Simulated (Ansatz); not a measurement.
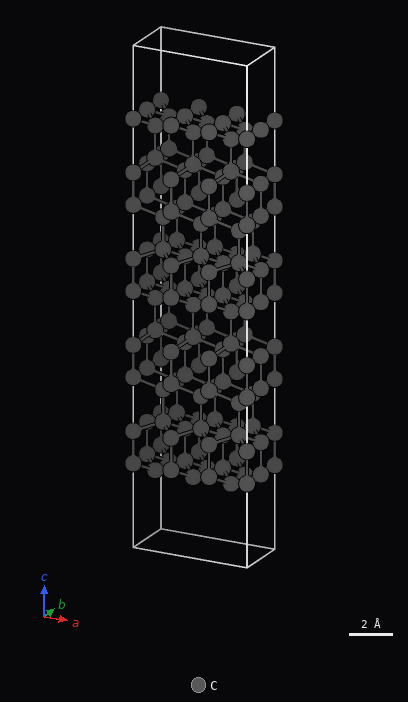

*The input geometry (ball-and-stick view of the 3 × 2 repeat of the cell, with the vacuum cut short, seen slightly off an axis). An atom can appear more than once, as a periodic image.*

Near neighbours in the periodic cell (some may lie outside the picture): C has 3 C at 1.54 Å; C has 4 C at 1.54 Å.

## C: geometry relaxation (part 1 of 2)

The run: geometry relaxation of C (slab, 18 atoms in the cell). Method and program: DFT PBE, scalar-relativistic, plane waves, PAW, no spin polarisation (Ansatz 0.2.0).

The structure derives from an entry of the Crystallography Open Database. The input holds or restrains some coordinates. Forces given for the steps count only the free coordinates. It belongs to a series of runs on one base structure; here: clean surface, atoms relaxed.

**Input**
```yaml
crystal:
  lattice:
    - [2.52209884, 0.0, 0.0]
    - [-1.26104942, 2.18420167, 0.0]
    - [0.0, 0.0, 34.9890188224]
  atoms:
    - { symbol: C, position: [0.33333333, 0.66666667, 0.2572235605] }
    - { symbol: C, position: [0.0, 0.0, 0.2719372805] }
    - { symbol: C, position: [0.0, 0.0, 0.3160784604] }
    - { symbol: C, position: [0.66666667, 0.33333333, 0.3307921804] }
    - { symbol: C, position: [0.66666667, 0.33333333, 0.3749333503] }
    - { symbol: C, position: [0.0, 0.0, 0.3896470702] }
    - { symbol: C, position: [0.0, 0.0, 0.4337882401] }
    - { symbol: C, position: [0.33333333, 0.66666667, 0.4485019701] }
    - { symbol: C, position: [0.33333333, 0.66666667, 0.49264314] }
    - { symbol: C, position: [0.0, 0.0, 0.50735686] }
    - { symbol: C, position: [0.0, 0.0, 0.5514980299] }
    - { symbol: C, position: [0.66666667, 0.33333333, 0.5662117599] }
    - { symbol: C, position: [0.66666667, 0.33333333, 0.6103529298] }
    - { symbol: C, position: [0.0, 0.0, 0.6250666497] }
    - { symbol: C, position: [0.0, 0.0, 0.6692078196] }
    - { symbol: C, position: [0.33333333, 0.66666667, 0.6839215396] }
    - { symbol: C, position: [0.33333333, 0.66666667, 0.7280627195] }
    - { symbol: C, position: [0.0, 0.0, 0.7427764395] }
basis:
  ecutwfc: 600.0
  fft_grid_basis: typed
kpoints:
  mp_grid: { grid: [12, 12, 1] }
hamiltonian:
  xc: pbe
  pseudopotentials: { kind: paw }
scf:
  occupations: { method: gaussian, width: 0.1 }
output:
  forces: true
  eigenvalues: true
efield:
  axis: 3
  dipole_correction: true
  ramp_width: 0.04
relax:
  adjacent_minimum: "off"
  f_tol: 0.04
  max_steps: 40
  constraints: [{ sites: [0, 1, 2, 3, 4, 5, 6, 7] }]
```

Run as:
```bash
ansatz run input.yaml --threads 2 --pin off --max-ram 4423MiB --backend cpu --events-out ev --progress --plain --runs-dir out
```

**The program's output**
```
Engine: ansatz 0.2.0, x86_64-unknown-linux-gnu
Pseudopotentials: kind: paw
Pseudopotential: C, paw, valence charge 4, recommended cutoff 420 eV (normal), C.paw.azcp
Functional definition: PBE
  parameter kappa = 0.804
  parameter beta = 0.06672455060314922
  exchange = pbe_x(kappa = kappa, mu = beta*pi^2/3)
  correlation = pbe_c(beta = beta)
Crystal: 18 atoms, lattice volume = 192.747 Å³
Basis set: ecut = 600 eV, 6271 PW (Γ), exchange–correlation on 48×48×576 points (8 copies of the dense FFT grid, shifted against one another)
Bands: 54, of which v1, the nominal top of the filled ones, is band 36 counted from 1 (35 counted from 0)
Symmetry: 6 space group operations
Space group: P3m1 (ITA 156), of the structure as read, at distance tolerance 5.8e-5 Å
k-points: 19 of 144 (time reversal used)
Non-local potential: C, projectors of the file, l = 0: 2, l = 1: 2, l = 2: 1
PAW form: soft (Blöchl's): semilocal exchange-correlation on the pseudo side does not see the compensation charge
PAW one-centre angular grid: C, 110 points (default); XC on 64 Gauss nodes
Initial density: superposition of atomic densities (neutral atoms: chi_scale 0, normalization atom), corrected by the library's trained network
Initial wavefunctions: pseudopotential atomic-orbital guess
Functional: x = pbe(κ = 0.804, μ = 0.2195149727645171), c = pbe(β = 0.06672455060314922)
SCF iter   1: F=—  HF=-4509.496931 eV  |F-HF|=—  |Δ(HF+E_count)|=         —  Δρ=1.21e-2  dr2=1.09e0  ethr=1.77e-3  p=-0.000 e·Å  D=-2.41e-4 V/Å  ΔV_dip=0.01 eV  dr2_dipole=4.83e-1  V_vac-E_F(+/−)=6.52/6.51 eV  ⟨swp⟩=9.3  Hψ=6163  notcnv=0  defer=191
efield: sawtooth ramp at fractional position 0.9800 (placed from the atoms, in the widest stretch of the axis that holds none; the zero of the levels goes with the place), width 0.0400; the density the first Hamiltonian is built on has a dipole p = -0.000 e·Å; the dipole correction subtracts the counter field D = -2.41e-4 V/Å, which shifts the + side's vacuum level by +0.01 eV against the − side's; the planar-averaged density in the ramp window peaks in size at 3.0e-5 e/Å³
preconditioner: auto → LDOS  [metal: Δε(μ)=0.010 eV  Ē_g=16.367 eV  σ=0.100 eV  W_gap=0.06  n_scr=24 (ndim 8)  ℏωp=22.7 eV  f_vac=0.427  D(μ)=9.74/eV (n_scr^D=98)  β→1.0]
SCF iter   2: F=—  HF=-4509.453236 eV  |F-HF|=—  |Δ(HF+E_count)|=   4.37e-2  Δρ=7.50e-3  dr2=4.10e-1  ethr=1.52e-3  p=-0.001 e·Å  D=-1.23e-3 V/Å  ΔV_dip=0.04 eV  dr2_dipole=8.69e-2  V_vac-E_F(+/−)=6.17/6.13 eV  ⟨swp⟩=2.5  Hψ=1291  notcnv=0  defer=203
SCF iter   3: F=—  HF=-4509.462513 eV  |F-HF|=—  |Δ(HF+E_count)|=   9.28e-3  Δρ=6.62e-3  dr2=3.71e-1  ethr=5.69e-4  p=-0.002 e·Å  D=-1.79e-3 V/Å  ΔV_dip=0.06 eV  dr2_dipole=1.18e-3  V_vac-E_F(+/−)=5.94/5.88 eV  ⟨swp⟩=3.3  Hψ=1532  notcnv=0  defer=207
SCF iter   4: F=—  HF=-4509.428633 eV  |F-HF|=—  |Δ(HF+E_count)|=   3.39e-2  Δρ=5.00e-3  dr2=1.71e-1  ethr=5.15e-4  p=-0.002 e·Å  D=-2.25e-3 V/Å  ΔV_dip=0.08 eV  dr2_dipole=4.74e-4  V_vac-E_F(+/−)=5.84/5.77 eV  ⟨swp⟩=2.8  Hψ=1446  notcnv=0  defer=204
SCF iter   5: F=—  HF=-4509.424593 eV  |F-HF|=—  |Δ(HF+E_count)|=   4.04e-3  Δρ=4.17e-3  dr2=1.12e-1  ethr=2.37e-4  p=-0.003 e·Å  D=-3.23e-3 V/Å  ΔV_dip=0.11 eV  dr2_dipole=1.89e-4  V_vac-E_F(+/−)=5.69/5.58 eV  ⟨swp⟩=2.0  Hψ=1185  notcnv=0  defer=204
SCF iter   6: F=—  HF=-4509.415028 eV  |F-HF|=—  |Δ(HF+E_count)|=   9.57e-3  Δρ=2.23e-3  dr2=5.03e-2  ethr=1.55e-4  p=-0.004 e·Å  D=-4.13e-3 V/Å  ΔV_dip=0.14 eV  dr2_dipole=9.36e-4  V_vac-E_F(+/−)=5.49/5.35 eV  ⟨swp⟩=2.6  Hψ=1020  notcnv=0  defer=204
SCF iter   7: F=—  HF=-4509.410993 eV  |F-HF|=—  |Δ(HF+E_count)|=   4.03e-3  Δρ=1.32e-3  dr2=1.67e-2  ethr=6.99e-5  p=-0.005 e·Å  D=-4.69e-3 V/Å  ΔV_dip=0.16 eV  dr2_dipole=2.23e-3  V_vac-E_F(+/−)=5.47/5.31 eV  ⟨swp⟩=3.2  Hψ=1281  notcnv=0  defer=205
SCF iter   8: F=—  HF=-4509.408709 eV  |F-HF|=—  |Δ(HF+E_count)|=   2.28e-3  Δρ=7.46e-4  dr2=3.76e-3  ethr=2.31e-5  p=-0.005 e·Å  D=-4.69e-3 V/Å  ΔV_dip=0.16 eV  dr2_dipole=8.63e-5  V_vac-E_F(+/−)=5.55/5.39 eV  ⟨swp⟩=2.1  Hψ=1454  notcnv=0  defer=210
SCF iter   9: F=—  HF=-4509.409175 eV  |F-HF|=—  |Δ(HF+E_count)|=   4.67e-4  Δρ=4.26e-4  dr2=2.68e-3  ethr=5.22e-6  p=-0.005 e·Å  D=-4.35e-3 V/Å  ΔV_dip=0.15 eV  dr2_dipole=2.28e-3  V_vac-E_F(+/−)=5.64/5.49 eV  ⟨swp⟩=2.6  Hψ=1440  notcnv=0  defer=209
SCF iter  10: F=—  HF=-4509.409300 eV  |F-HF|=—  |Δ(HF+E_count)|=   1.25e-4  Δρ=2.37e-4  dr2=3.26e-4  ethr=3.73e-6  p=-0.004 e·Å  D=-4.08e-3 V/Å  ΔV_dip=0.14 eV  dr2_dipole=2.06e-4  V_vac-E_F(+/−)=5.68/5.53 eV  ⟨swp⟩=2.2  Hψ=1011  notcnv=0  defer=209
SCF iter  11: F=—  HF=-4509.409348 eV  |F-HF|=—  |Δ(HF+E_count)|=   4.82e-5  Δρ=1.23e-4  dr2=8.89e-5  ethr=4.53e-7  p=-0.004 e·Å  D=-3.76e-3 V/Å  ΔV_dip=0.13 eV  dr2_dipole=6.56e-5  V_vac-E_F(+/−)=5.71/5.57 eV  ⟨swp⟩=2.6  Hψ=1477  notcnv=0  defer=207
SCF iter  12: F=-4509.409342 eV  HF=-4509.409361 eV  |F-HF|=1.87e-5  |Δ(HF+E_count)|=   1.26e-5  Δρ=7.37e-5  dr2=2.45e-5  ethr=5.56e-8  p=-0.004 e·Å  D=-3.56e-3 V/Å  ΔV_dip=0.12 eV  dr2_dipole=4.11e-6  V_vac-E_F(+/−)=5.72/5.59 eV  ⟨swp⟩=32.8  Hψ=9123  notcnv=0
SCF 1 converged in 12 iterations: F = -4509.409342 eV  dr2 = 2.45e-5
  greatest PAW one-centre occupation: 0.658 electrons in one spin orbital (limit 2), on the C atom at site 0 (counted from 0), in its partial waves of l = 0
relax step   1: F+E_penalty+E_count = -4509.40934204 eV  Δ(F+E_penalty+E_count) = +0.000e0 eV  max|allowed force component| = 4.767e0 eV/Å  Δτ_max = 0.0000 Å  (12 SCF iters, dr2 threshold 4.00e-5 eV, accepted)
Initial density: handed on by an earlier stage of this run
Initial wavefunctions: those handed on with the density
SCF iter   1: F=—  HF=-4509.819618 eV  |F-HF|=—  |Δ(HF+E_count)|=         —  Δρ=2.21e-2  dr2=2.77e1  ethr=3.10e-3  p=-0.004 e·Å  D=-3.56e-3 V/Å  ΔV_dip=0.12 eV  dr2_dipole=2.90e1  V_vac-E_F(+/−)=5.64/5.52 eV  ⟨swp⟩=4.0  Hψ=2311  notcnv=0  defer=195
efield: sawtooth ramp at fractional position 0.9800 (handed on by an earlier solve), width 0.0400; the density the first Hamiltonian is built on has a dipole p = -0.004 e·Å; the dipole correction subtracts the counter field D = -3.56e-3 V/Å, which shifts the + side's vacuum level by +0.12 eV against the − side's; the planar-averaged density in the ramp window peaks in size at 6.5e-7 e/Å³
preconditioner: auto → LDOS  [metal: Δε(μ)=0.027 eV  Ē_g=16.322 eV  σ=0.100 eV  W_gap=0.15  n_scr=24 (ndim 8)  ℏωp=22.7 eV  f_vac=0.431  D(μ)=8.81/eV (n_scr^D=32)  β→1.0]
SCF iter   2: F=—  HF=-4509.741413 eV  |F-HF|=—  |Δ(HF+E_count)|=   7.82e-2  Δρ=4.01e-3  dr2=3.64e-2  ethr=3.10e-3  p=0.007 e·Å  D=7.00e-3 V/Å  ΔV_dip=-0.24 eV  dr2_dipole=4.46e-4  V_vac-E_F(+/−)=5.31/5.55 eV  ⟨swp⟩=1.8  Hψ=1248  notcnv=0  defer=199
SCF iter   3: F=—  HF=-4509.746094 eV  |F-HF|=—  |Δ(HF+E_count)|=   4.68e-3  Δρ=5.21e-3  dr2=6.60e-1  ethr=5.05e-5  p=0.010 e·Å  D=9.45e-3 V/Å  ΔV_dip=-0.33 eV  dr2_dipole=6.63e-1  V_vac-E_F(+/−)=5.24/5.57 eV  ⟨swp⟩=3.3  Hψ=2275  notcnv=0  defer=211
SCF iter   4: F=—  HF=-4509.741254 eV  |F-HF|=—  |Δ(HF+E_count)|=   4.84e-3  Δρ=3.10e-3  dr2=1.47e-1  ethr=5.05e-5  p=0.010 e·Å  D=9.84e-3 V/Å  ΔV_dip=-0.34 eV  dr2_dipole=1.37e-1  V_vac-E_F(+/−)=5.23/5.58 eV  ⟨swp⟩=2.0  Hψ=1414  notcnv=0  defer=209
SCF iter   5: F=—  HF=-4509.740163 eV  |F-HF|=—  |Δ(HF+E_count)|=   1.09e-3  Δρ=2.01e-3  dr2=2.78e-2  ethr=5.05e-5  p=0.011 e·Å  D=1.06e-2 V/Å  ΔV_dip=-0.37 eV  dr2_dipole=1.51e-2  V_vac-E_F(+/−)=5.21/5.58 eV  ⟨swp⟩=2.2  Hψ=1141  notcnv=0  defer=210
SCF iter   6: F=—  HF=-4509.738862 eV  |F-HF|=—  |Δ(HF+E_count)|=   1.30e-3  Δρ=8.53e-4  dr2=8.71e-3  ethr=3.86e-5  p=0.014 e·Å  D=1.34e-2 V/Å  ΔV_dip=-0.47 eV  dr2_dipole=7.17e-4  V_vac-E_F(+/−)=5.14/5.61 eV  ⟨swp⟩=2.0  Hψ=1072  notcnv=0  defer=210
SCF iter   7: F=—  HF=-4509.738030 eV  |F-HF|=—  |Δ(HF+E_count)|=   8.33e-4  Δρ=4.10e-4  dr2=2.77e-3  ethr=1.21e-5  p=0.015 e·Å  D=1.41e-2 V/Å  ΔV_dip=-0.49 eV  dr2_dipole=1.24e-4  V_vac-E_F(+/−)=5.12/5.61 eV  ⟨swp⟩=2.1  Hψ=1101  notcnv=0  defer=210
SCF iter   8: F=—  HF=-4509.738099 eV  |F-HF|=—  |Δ(HF+E_count)|=   6.89e-5  Δρ=3.12e-4  dr2=1.64e-3  ethr=3.85e-6  p=0.014 e·Å  D=1.34e-2 V/Å  ΔV_dip=-0.47 eV  dr2_dipole=5.10e-4  V_vac-E_F(+/−)=5.15/5.61 eV  ⟨swp⟩=2.4  Hψ=1270  notcnv=0  defer=210
SCF iter   9: F=—  HF=-4509.737855 eV  |F-HF|=—  |Δ(HF+E_count)|=   2.44e-4  Δρ=2.24e-4  dr2=9.94e-4  ethr=2.28e-6  p=0.014 e·Å  D=1.28e-2 V/Å  ΔV_dip=-0.45 eV  dr2_dipole=6.30e-4  V_vac-E_F(+/−)=5.16/5.61 eV  ⟨swp⟩=1.9  Hψ=1202  notcnv=0  defer=210
SCF iter  10: F=—  HF=-4509.737882 eV  |F-HF|=—  |Δ(HF+E_count)|=   2.68e-5  Δρ=1.25e-4  dr2=2.39e-4  ethr=1.38e-6  p=0.013 e·Å  D=1.22e-2 V/Å  ΔV_dip=-0.43 eV  dr2_dipole=1.70e-4  V_vac-E_F(+/−)=5.18/5.61 eV  ⟨swp⟩=2.0  Hψ=1164  notcnv=0  defer=210
SCF iter  11: F=-4509.737893 eV  HF=-4509.737957 eV  |F-HF|=6.47e-5  |Δ(HF+E_count)|=   7.58e-5  Δρ=6.38e-5  dr2=5.52e-5  ethr=1.39e-7  p=0.013 e·Å  D=1.18e-2 V/Å  ΔV_dip=-0.41 eV  dr2_dipole=3.06e-5  V_vac-E_F(+/−)=5.19/5.61 eV  ⟨swp⟩=21.9  Hψ=7116  notcnv=0
SCF 2 converged in 11 iterations: F = -4509.737893 eV  dr2 = 5.52e-5
  greatest PAW one-centre occupation: 0.658 electrons in one spin orbital (limit 2), on the C atom at site 17 (counted from 0), in its partial waves of l = 0
relax step   2: F+E_penalty+E_count = -4509.73789259 eV  Δ(F+E_penalty+E_count) = -3.286e-1 eV  max|allowed force component| = 2.753e0 eV/Å  Δτ_max = 0.0907 Å  (11 SCF iters, dr2 threshold 1.00e-4 eV, accepted)
[... from here on the SCF iterations and repeated set-up lines of each step are left out, up to the last step ...]
SCF 3 converged in 11 iterations: F = -4509.923944 eV  dr2 = 6.83e-5
relax step   3: F+E_penalty+E_count = -4509.92394433 eV  Δ(F+E_penalty+E_count) = -1.861e-1 eV  max|allowed force component| = 9.816e-1 eV/Å  Δτ_max = 0.1580 Å  (11 SCF iters, dr2 threshold 1.00e-4 eV, accepted)
SCF 4 converged in 11 iterations: F = -4509.967558 eV  dr2 = 2.10e-5
relax step   4: F+E_penalty+E_count = -4509.96755751 eV  Δ(F+E_penalty+E_count) = -4.361e-2 eV  max|allowed force component| = 3.096e-1 eV/Å  Δτ_max = 0.1198 Å  (11 SCF iters, dr2 threshold 1.00e-4 eV, accepted)
SCF 5 converged in 11 iterations: F = -4509.979755 eV  dr2 = 2.80e-6
relax step   5: F+E_penalty+E_count = -4509.97975458 eV  Δ(F+E_penalty+E_count) = -1.220e-2 eV  max|allowed force component| = 1.695e-1 eV/Å  Δτ_max = 0.0723 Å  (11 SCF iters, dr2 threshold 9.54e-6 eV, accepted)
SCF 6 converged in 13 iterations: F = -4510.032820 eV  dr2 = 1.11e-7
relax step   6: F+E_penalty+E_count = -4510.03281987 eV  Δ(F+E_penalty+E_count) = -5.307e-2 eV  max|allowed force component| = 3.602e-1 eV/Å  Δτ_max = 0.1953 Å  (13 SCF iters, dr2 threshold 2.86e-6 eV, accepted)
SCF 7 converged in 8 iterations: F = -4510.080636 eV  dr2 = 2.82e-5
relax step   7: F+E_penalty+E_count = -4510.08063598 eV  Δ(F+E_penalty+E_count) = -4.782e-2 eV  max|allowed force component| = 8.712e-1 eV/Å  Δτ_max = 0.1954 Å  (8 SCF iters, dr2 threshold 3.89e-5 eV, accepted)
SCF 8 converged in 8 iterations: F = -4510.166795 eV  dr2 = 1.47e-5
relax step   8: F+E_penalty+E_count = -4510.16679476 eV  Δ(F+E_penalty+E_count) = -8.616e-2 eV  max|allowed force component| = 4.907e-1 eV/Å  Δτ_max = 0.2000 Å  (8 SCF iters, dr2 threshold 1.00e-4 eV, accepted)
SCF 9 converged in 9 iterations: F = -4510.209752 eV  dr2 = 1.92e-5
relax step   9: F+E_penalty+E_count = -4510.20975157 eV  Δ(F+E_penalty+E_count) = -4.296e-2 eV  max|allowed force component| = 2.827e-1 eV/Å  Δτ_max = 0.2000 Å  (9 SCF iters, dr2 threshold 7.64e-5 eV, accepted)
SCF 10 converged in 9 iterations: F = -4510.230472 eV  dr2 = 1.28e-5
relax step  10: F+E_penalty+E_count = -4510.23047199 eV  Δ(F+E_penalty+E_count) = -2.072e-2 eV  max|allowed force component| = 5.919e-2 eV/Å  Δτ_max = 0.1936 Å  (9 SCF iters, dr2 threshold 2.54e-5 eV, accepted)
SCF 11 converged in 13 iterations: F = -4510.229111 eV  dr2 = 1.60e-8
relax step  11: F+E_penalty+E_count = -4510.22911114 eV  Δ(F+E_penalty+E_count) = +1.361e-3 eV  max|allowed force component| = 3.952e-1 eV/Å  Δτ_max = 0.1951 Å  (13 SCF iters, rejected (line search))
SCF 12 converged in 12 iterations: F = -4510.234762 eV  dr2 = 9.15e-8
relax step  12: F+E_penalty+E_count = -4510.23476228 eV  Δ(F+E_penalty+E_count) = -4.290e-3 eV  max|allowed force component| = 2.584e-2 eV/Å  Δτ_max = 0.0895 Å  (12 SCF iters, accepted)
SCF 13 converged in 10 iterations: F = -4510.237308 eV  dr2 = 6.45e-8
relax step  13: F+E_penalty+E_count = -4510.23730839 eV  Δ(F+E_penalty+E_count) = -2.546e-3 eV  max|allowed force component| = 5.926e-2 eV/Å  Δτ_max = 0.0962 Å  (10 SCF iters, accepted)
SCF 14 converged in 10 iterations: F = -4510.238846 eV  dr2 = 2.92e-8
relax step  14: F+E_penalty+E_count = -4510.23884605 eV  Δ(F+E_penalty+E_count) = -1.538e-3 eV  max|allowed force component| = 4.988e-2 eV/Å  Δτ_max = 0.1180 Å  (10 SCF iters, accepted)
SCF 15 converged in 11 iterations: F = -4510.239238 eV  dr2 = 3.29e-8
relax step  15: F+E_penalty+E_count = -4510.23923787 eV  Δ(F+E_penalty+E_count) = -3.918e-4 eV  max|allowed force component| = 1.932e-2 eV/Å  Δτ_max = 0.0672 Å  (11 SCF iters, dr2 threshold 1.76e-6 eV, accepted)
iter 1 solved again at ethr=1.15e-10 eV; its pass at ethr=3.10e-3 eV (dr2=8.31e-8 eV) is discarded
SCF iter   1: F=—  HF=-4510.239236 eV  |F-HF|=—  |Δ(HF+E_count)|=         —  Δρ=2.41e-6  dr2=8.33e-8  ethr=1.15e-10  p=0.037 e·Å  D=3.46e-2 V/Å  ΔV_dip=-1.21 eV  dr2_dipole=5.85e-8  V_vac-E_F(+/−)=4.43/5.64 eV  ⟨swp⟩=1.1  Hψ=2547  notcnv=0
efield: sawtooth ramp at fractional position 0.9800 (handed on by an earlier solve), width 0.0400; the density the first Hamiltonian is built on has a dipole p = 0.037 e·Å; the dipole correction subtracts the counter field D = 3.46e-2 V/Å, which shifts the + side's vacuum level by -1.21 eV against the − side's; the planar-averaged density in the ramp window peaks in size at 6.4e-8 e/Å³
preconditioner: auto → LDOS  [metal: Δε(μ)=0.016 eV  Ē_g=16.086 eV  σ=0.100 eV  W_gap=0.09  n_scr=24 (ndim 8)  ℏωp=22.7 eV  f_vac=0.394  D(μ)=9.37/eV (n_scr^D=86)  β→1.0]
SCF iter   2: F=-4510.239238 eV  HF=-4510.239238 eV  |F-HF|=5.58e-8  |Δ(HF+E_count)|=   1.86e-6  Δρ=1.74e-6  dr2=5.18e-8  ethr=1.15e-10  p=0.037 e·Å  D=3.46e-2 V/Å  ΔV_dip=-1.21 eV  dr2_dipole=1.70e-8  V_vac-E_F(+/−)=4.43/5.64 eV  ⟨swp⟩=7.5  Hψ=4776  notcnv=0
SCF 16 converged in 2 iterations: F = -4510.239238 eV  dr2 = 5.18e-8
relax step  16: F+E_penalty+E_count = -4510.23923783 eV  Δ(F+E_penalty+E_count) = +3.489e-8 eV  max|allowed force component| = 1.932e-2 eV/Å  Δτ_max = 0.0000 Å  (2 SCF iters, accepted)
```

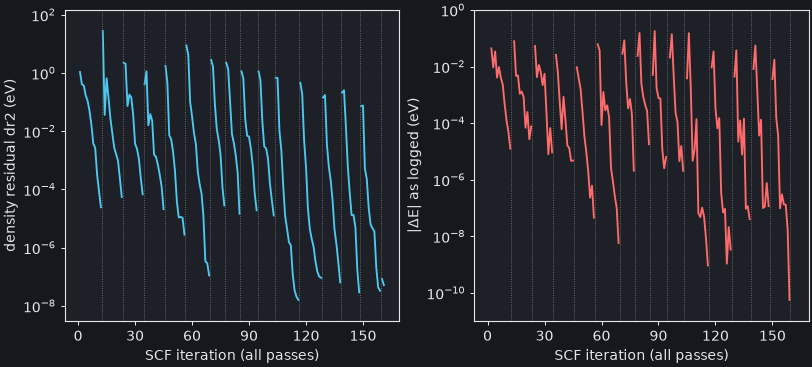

*Convergence of the self-consistent field: density residual dr2 and size of the energy change against the SCF iteration. The dotted lines part the SCF passes of the relaxation: geometry steps, rejected trials and re-solves on a re-selected basis.*

The 16 passes take 2 to 13 iterations each, 161 in all.

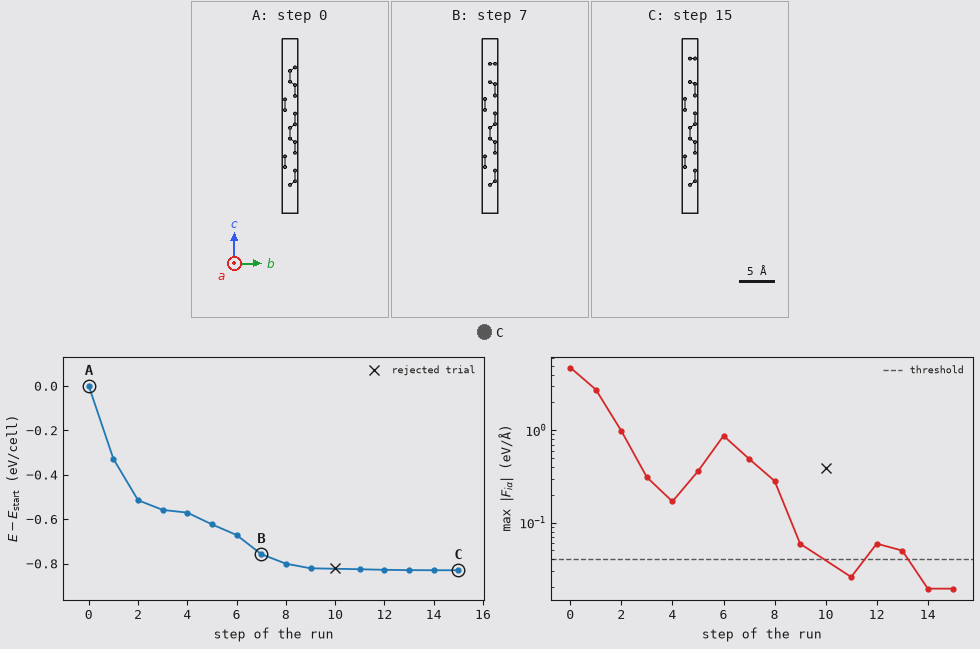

*Frames of the restrained relaxation (ball-and-stick view of the cell of the calculation, with the vacuum cut short (origin shifted), along the a axis) above the curves, on which the letters mark them (the first geometry is step 0 here and step 1 in the log).*
